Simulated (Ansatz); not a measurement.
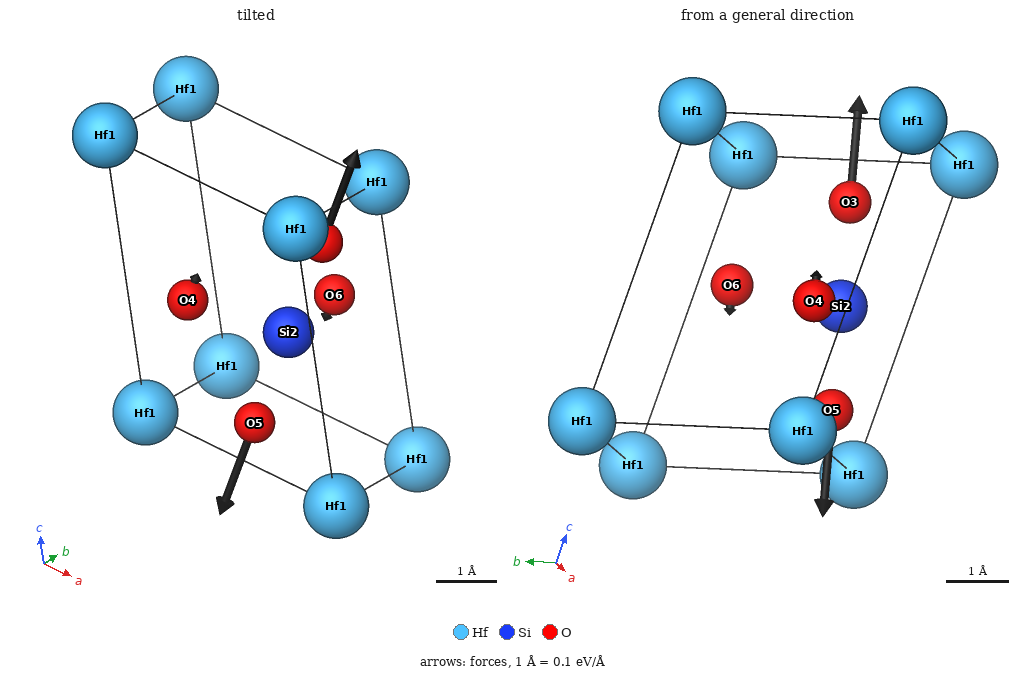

We look at a spheres-only model of the crystal slightly off an axis and from a general direction. The cell (the run's own, in a reduced setting) is outlined; an atom on or near a face, edge or corner is repeated at each equivalent position. The arrows are the computed forces on the atoms.

System: HfSiO$_{4}$. The numbers come from DFT, PBE with spin-orbit coupling, plane waves, PAW (Ansatz), using a basis cut at 420 eV, k-points about 0.24 Å⁻¹ apart, no moments seeded, so the run stays non-magnetic, spinor wavefunctions.

Q: Has this structure been optimised to equilibrium?

A: No. The atoms still feel forces of up to about 0.15 eV/Å, above a usual threshold of 0.01 to 0.03 eV/Å.

Q: Which atom carries the strongest force?

A: O3 and O5, about 0.15 eV/Å.

The cell started as a structure type filled with these elements by a generator (whether the compound takes this form wasn't checked). Earlier steps of the study, as a rule a relaxation of our own, may have changed the cell and positions, so they can lie some per cent off the listed ones. A calculation with Ansatz used it as input.
